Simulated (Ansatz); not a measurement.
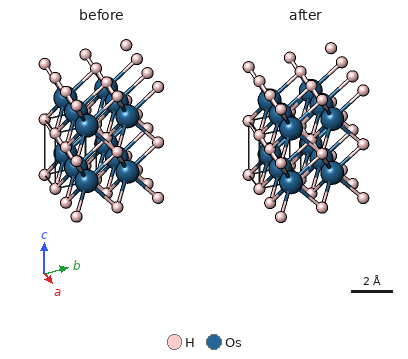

The structure of crystalline HOs (built on the tungsten carbide_187 type) before (left) and after (right) a relaxation, at one scale.

The picture is a ball-and-stick view of the cell of the calculation, repeated 3 × 2 × 2 with one cell outlined, seen slightly off an axis.

Case: tungsten carbide type (P-6m2, No. 187).

Level of theory: DFT PBE, scalar-relativistic, plane waves, PAW in Ansatz 0.2.0. Set-up: plane-wave cutoff 420 eV; k-point mesh 24 × 24 × 20; occupations gaussian; smearing width 0.1 eV; no spin polarisation; cell and atoms relaxed; force threshold 0.01 eV/Å; at most 80 steps.

Q: Describe what moved and what it gained.

A: Over 4 accepted moves (5 points after the start) the energy falls by 8.1 meV per atom. All forces vanish by symmetry, so only the cell relaxes. Pressure: −0.71 GPa at the start and 0.00 GPa at the end. At 1 point the geometry stayed and the basis and grid were re-selected for the new cell (energy shift of 0.1 meV per atom at most each time). No atom moves by more than 0.005 Å relative to the cell. The volume changes by −0.9 %, with a = b 2.694 → 2.721 Å (+1.0 %), c 2.853 → 2.771 Å (−2.9 %). Among the contacts that change: Os–Os 2.853 → 2.771 Å, Os–Os 2.694 → 2.721 Å, H–Os 2.111 → 2.095 Å. Among the angles between lasting bonds that change: Os–H–Os 85.0° → 82.8°, H–Os–H 85.0° → 82.8°. The space group stays P-6m2 (No. 187). Cost: 78 s on 1 thread of Arm Neoverse V2 (shared host), peak memory 0.48 GiB.
